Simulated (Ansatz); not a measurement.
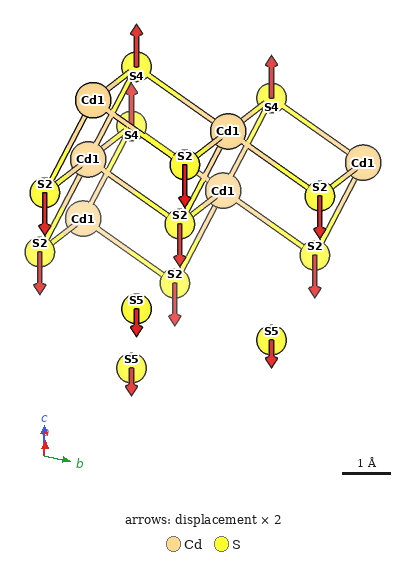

This is a relaxation of crystalline CdS₄ (a generated structure, set up in P-3m1) (coarse preliminary run). The starting structure is drawn; red arrows show the displacements (the part carried along by the change of the cell is left out), magnified 2 times.

The picture is a ball-and-stick view of the atoms within 4.2 Å of the atom that moves most (axes of the cell of the calculation), seen from a free direction.

Theory: DFT PBE, scalar-relativistic, plane waves, PAW (Ansatz 0.2.0). (plane-wave cutoff 420 eV; k-point mesh 6 × 6 × 2; occupations gaussian; smearing width 0.1 eV; no spin polarisation; cell and atoms relaxed; force threshold 0.04 eV/Å; at most 70 steps)

> Describe the change and its energy.

The largest moves relative to the cell, 0.50 Å, are those of S2 and S4. S2 goes along −c. Cd stays in place. The drawn cell changes as follows: a = b 3.364 → 3.665 Å (+8.9 %), c 10.818 → 8.338 Å (−22.9 %); the volume changes by −8.5 %. Near-neighbour distances that change, for instance: S2–S5 3.266 → 2.813 Å, Cd1–S2 2.425 → 2.664 Å. The space group stays P-3m1 (No. 164). Over 7 accepted moves (9 points after the start) the energy falls by 711 meV per atom. Largest force component: 2.5 eV/Å at the start, 0.0042 eV/Å at the end. Pressure: 5.82 GPa at the start and 0.03 GPa at the end. The line search rejected the trial step at point 7 of the run. At 1 point the geometry stayed and the basis and grid were re-selected for the new cell (energy shift of 0.2 meV per atom at most each time).

Limits of the set-up: layers or molecules are held without a dispersion correction, so their spacing is unreliable.
